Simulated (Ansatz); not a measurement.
Single-point calculation of TiAl

System: TiAl (Amm2, 2 atoms in the cell).
Method: DFT r2SCAN, scalar-relativistic, plane waves, PAW, no spin polarisation (Ansatz 0.2.0).

The structure derives from a Materials Project entry. It belongs to a series of runs on one base structure; here: strain +0.0150 x Voigt [1, 0, 0, 0, 0, 0], atoms carried along. Figures and captions count atoms from 1; the log counts them from 0 in places.

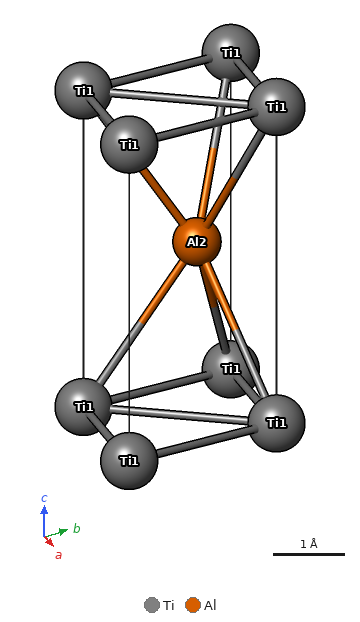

**Figure 1.** The structure as given in the input (ball-and-stick view of the cell of the calculation, seen slightly off an axis; atoms are numbered from 1 in the order of the input). An atom can appear more than once, as a periodic image. Near neighbours in the periodic cell (some may lie outside the picture): Ti has 6 Al at 2.87 to 2.88 Å and 6 Ti at 2.88 to 2.91 Å; Al has 6 Al at 2.88 to 2.91 Å and 6 Ti at 2.87 to 2.88 Å.

Summary

| quantity | value |
| --- | --- |
| outcome | converged |
| space group (tolerance 0.01 Å) | Amm2 (38) |
| electrons treated | 15 |
| free energy | −3045.3346 eV |
| Fermi energy | 10.228 eV |
| gap on the k-point mesh | none (metallic) |
| pressure | −2.59 GPa |
| largest force (length of the vector) | 0.051 eV/Å |
| hardware | 1 thread of Intel Xeon (Granite Rapids), 192 GiB of memory available, shared host |
| wall time | 26 s |
| peak memory | 0.72 GiB |

Input
```yaml
crystal:
  lattice:
    - [2.9102711662, 0.0, 0.0]
    - [-1.4551355831, 2.4831219328, 0.0]
    - [0.0, 0.0, 4.678083]
  atoms:
    - { symbol: Ti, position: [0.0, 0.0, 0.0] }
    - { symbol: Al, position: [0.3333333333, 0.6666666667, 0.5] }
basis:
  ecutwfc: 500
kpoints:
  mp_grid: { grid: [18, 18, 10] }
hamiltonian:
  xc: r2scan
scf:
  occupations: { method: gaussian, width: 0.15 }
output:
  forces: true
  stress: true
  eigenvalues: true
  write_density: true
  write_potential: true
  elf: true
  volumetric_format: npy
```

Command:
```bash
ansatz run input.yaml --threads 1 --pin off --max-ram 2560MiB --backend cpu --events-out ev --progress --plain --runs-dir out
```

What the program printed
```
Engine: ansatz 0.2.0, x86_64-unknown-linux-gnu
Pseudopotentials: kind: paw
Pseudopotential: Ti, paw, valence charge 12, recommended cutoff 500 eV (meta_gga), Ti.paw.azcp
Pseudopotential: Al, paw, valence charge 3, recommended cutoff 500 eV (meta_gga), Al.paw.azcp
Functional definition: r2SCAN
  parameter k0 = 0.174
  parameter k1 = 0.065
  parameter a1 = 4.9479
  exchange = r2scan_x(k0 = k0, k1 = k1, a1 = a1)
  correlation = r2scan_c
Crystal: 2 atoms, lattice volume = 33.806 Å³
Basis set: ecut = 500 eV, 845 PW (Γ), exchange–correlation on 96×96×144 points (64 copies of the dense FFT grid, shifted against one another)
Bands: 12, of which v1, the nominal top of the filled ones, is band 8 counted from 1 (7 counted from 0)
Symmetry: 4 space group operations
Space group: Amm2 (ITA 38), of the structure as read, at distance tolerance 3.2e-5 Å
k-points: 546 of 3240 (time reversal used)
Non-local potential: Ti, projectors of the file, l = 0: 3, l = 1: 2, l = 2: 3, l = 3: 1
Non-local potential: Al, projectors of the file, l = 0: 2, l = 1: 2, l = 2: 1
PAW form: soft (Blöchl's): semilocal exchange-correlation on the pseudo side does not see the compensation charge
PAW frozen core: Ti, regenerated for the run's functional (the file was generated under x = pbe(κ = 0.804, μ = 0.2195149727645171), c = pbe(β = 0.06672455060314922))
PAW frozen core: Al, regenerated for the run's functional (the file was generated under x = pbe(κ = 0.804, μ = 0.2195149727645171), c = pbe(β = 0.06672455060314922))
PAW one-centre angular grid: Ti, 590 points (default); XC on 160 Gauss nodes
PAW one-centre angular grid: Al, 302 points (default); XC on 160 Gauss nodes
Initial density: superposition of atomic densities (neutral atoms: chi_scale 0, normalization atom), corrected by the library's trained network
Initial wavefunctions: pseudopotential atomic-orbital guess
Functional: x = r2scan, c = r2scan; τ floored in thin density (d = 2e-4 eV/Å³)
SCF iter   1: F=—  HF=-3045.326735 eV  |F-HF|=—  |Δ(HF+E_count)|=         —  Δρ=1.75e-2  dr2=1.45e-1  dr2_τ=1.35e-2  ethr=1.77e-3  ⟨swp⟩=5.0  Hψ=33080  notcnv=0
preconditioner: auto → none  [metal: Δε(μ)=0.005 eV  Ē_g=5.524 eV  σ=0.150 eV  W_gap=0.02  n_scr=2 (ndim 8)  ℏωp=16.9 eV  f_vac=0.000  D(μ)=2.21/eV (n_scr^D=22)  sad-step TF]
SCF iter   2: F=—  HF=-3045.333292 eV  |F-HF|=—  |Δ(HF+E_count)|=   6.56e-3  Δρ=3.74e-3  dr2=3.20e-3  dr2_τ=1.80e-3  ethr=9.68e-4  ⟨swp⟩=3.0  Hψ=16337  notcnv=0  defer=88
SCF iter   3: F=—  HF=-3045.334027 eV  |F-HF|=—  |Δ(HF+E_count)|=   7.34e-4  Δρ=1.86e-3  dr2=6.29e-4  dr2_τ=9.49e-5  ethr=2.13e-5  ⟨swp⟩=1.9  Hψ=9535  notcnv=0  defer=88
SCF iter   4: F=—  HF=-3045.334572 eV  |F-HF|=—  |Δ(HF+E_count)|=   5.45e-4  Δρ=3.13e-4  dr2=5.45e-5  dr2_τ=3.04e-6  ethr=4.19e-6  ⟨swp⟩=3.0  Hψ=10725  notcnv=0  defer=88
SCF iter   5: F=—  HF=-3045.334577 eV  |F-HF|=—  |Δ(HF+E_count)|=   5.63e-6  Δρ=1.52e-4  dr2=2.44e-5  dr2_τ=3.13e-7  ethr=3.63e-7  ⟨swp⟩=2.0  Hψ=8255  notcnv=0  defer=88
SCF iter   6: F=—  HF=-3045.334574 eV  |F-HF|=—  |Δ(HF+E_count)|=   3.43e-6  Δρ=5.18e-5  dr2=2.44e-6  dr2_τ=2.18e-8  ethr=1.63e-7  ⟨swp⟩=1.0  Hψ=6482  notcnv=0  defer=88
SCF iter   7: F=-3045.334573 eV  HF=-3045.334573 eV  |F-HF|=5.38e-8  |Δ(HF+E_count)|=   2.81e-7  Δρ=9.20e-6  dr2=7.13e-8  dr2_τ=1.04e-9  ethr=6.67e-10  ⟨swp⟩=6.3  Hψ=34187  notcnv=0
SCF 1 converged in 7 iterations: F = -3045.334573 eV  dr2 = 7.13e-8
  greatest PAW one-centre occupation: 1.001 electrons in one spin orbital (limit 2), on the Ti atom at site 0 (counted from 0), in its partial waves of l = 1
```

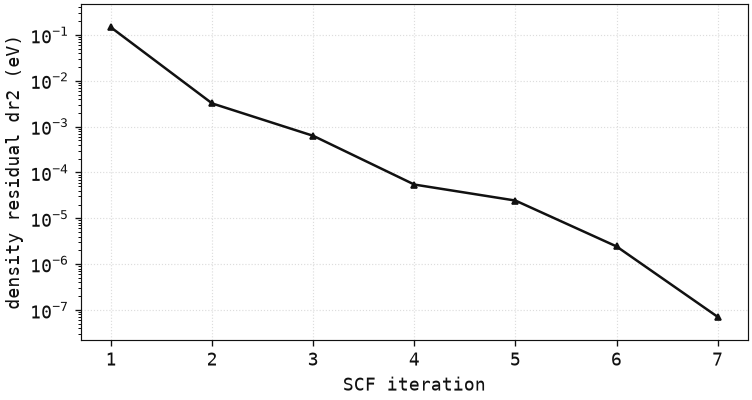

**Figure 2.** Convergence of the self-consistent field: density residual dr2 against the SCF iteration. The residual falls at every step.

```
SCF converged after 7 iterations
Free energy (F): -3045.334573 eV
Harris-Foulkes:  -3045.334573 eV  (|F-HF|=5.38e-8)
Internal energy: -3045.308495 eV  (E = F + TS)
E sigma→0 (E₀):  -3045.321534 eV
Entropy (-TS):   -0.026078 eV (-13.039 meV/atom)
Fermi energy:    10.227905 eV
--- Per-component energies (eV) ---
  E_band       = -187.097191
  E_kinetic    = 294.941383
  E_local      = -1155.711050  (includes V_loc(G=0)·N_el)
  E_nonlocal   = 17.031402
  E_hartree    = 496.738067
  E_xc         = -129.529753
  E_vxc        = -163.739347  (∫ρ·V_xc dr)
  E_paw        = -1529.839681  (= ΣΔE_a)
  E_vpaw       = -183.409832  (= ΣTr[D̂ρ^β])
  E_aug_tail   = 0.000092  (compensation charges beyond the density's cutoff)
  E_vtau       = 10.305429  (kinetic-family band-sum trace: ∫τ·v_τ [+ j·A + Jᵃ·Aᵃ] dr)
  E_ewald      = -1038.625389
  E_core_change = -0.313565  (= ΣΔE_core)
  E_smearing   = -0.026078  (= −TS)
  E_closure    = 0.000000  (closes the sum)
  Σ components = -3045.334573   (vs F -3045.334573, Δ=0.00e0)
--- Forces (eV/Å), atoms counted from 1 ---
  atom   1  Ti     0.00000000    -0.05060129     0.00000000
  atom   2  Al     0.00000000     0.05060689     0.00000000
  max |Σ_I F_I| component: 5.59e-6 eV/Å
--- Stress (GPa, compression-positive) ---
       -2.981671       0.000000       0.000000
        0.000000      -1.584596       0.000000
        0.000000       0.000000      -3.217150
  P = ⅓ Tr σ = -2.5945 GPa (-25.945 kbar)
--- Band table (eV; the first three rows and the last of 546) ---
  k-point 0: bands = ["-48.6972", "-23.9556", "-23.5554", "-23.5413", "0.8549", "7.8416", "8.2085", "11.5321", "11.7279", "13.1871", "13.2292", "14.4529"]
  k-point 1: bands = ["-48.6972", "-23.9561", "-23.5554", "-23.5414", "0.9206", "7.1623", "8.7597", "11.5335", "11.7291", "13.1789", "13.2216", "14.6654"]
  k-point 2: bands = ["-48.6972", "-23.9573", "-23.5553", "-23.5413", "1.1090", "6.2959", "9.2752", "11.5371", "11.7325", "13.1578", "13.2022", "15.2622"]
  k-point 545: bands = ["-48.6077", "-23.9945", "-23.8687", "-23.7844", "5.7260", "8.7236", "9.8571", "9.9473", "10.6571", "11.4392", "14.2242", "14.5933"]
```

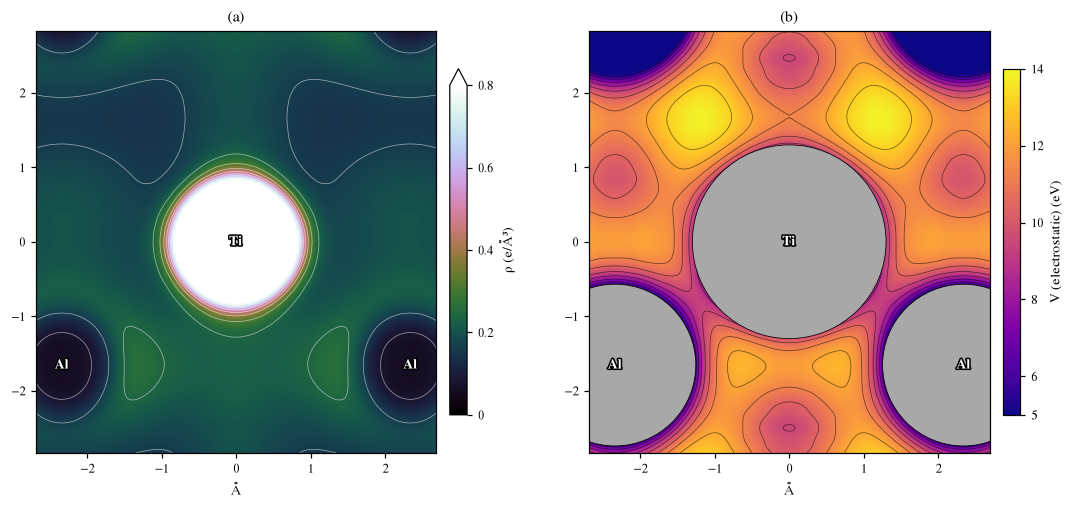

**Figure 3.** (a) valence electron density; (b) electrostatic potential (local pseudopotential plus Hartree) felt by an electron on the (010) plane of the conventional cell. Grey discs, where drawn, cover atomic cores. The section cuts through Ti and Al sites. Ti–Al (2.87 Å): the density is about 0.2 e/Å³ at the midpoint. Away from the nuclei the density in this plane falls to 0.14 e/Å³ at its lowest. Outside the cores the potential energy rises away from the atoms and is highest about 2.0 Å from the nearest atoms; outside the discs it spans about 8 eV, and its zero is arbitrary. The fields are those of the smooth PAW valence density.

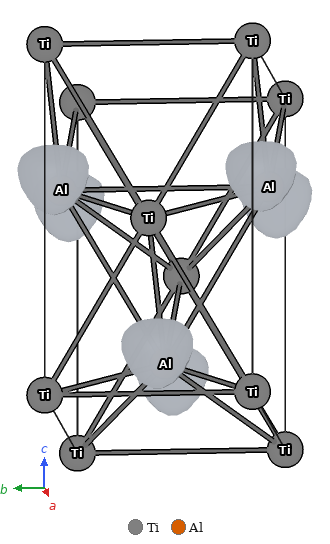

**Figure 4.** Isosurface of the ELF at 0.75 (grey), seen at an oblique angle. Core shells and regions of very low density are left out. Sticks mark near contacts. The outline is the cell set on symmetry axes. Profiles from the grid: Ti–Al (2.87 Å): the ELF is about 0.40 at the midpoint, as expected for metallic bonding.
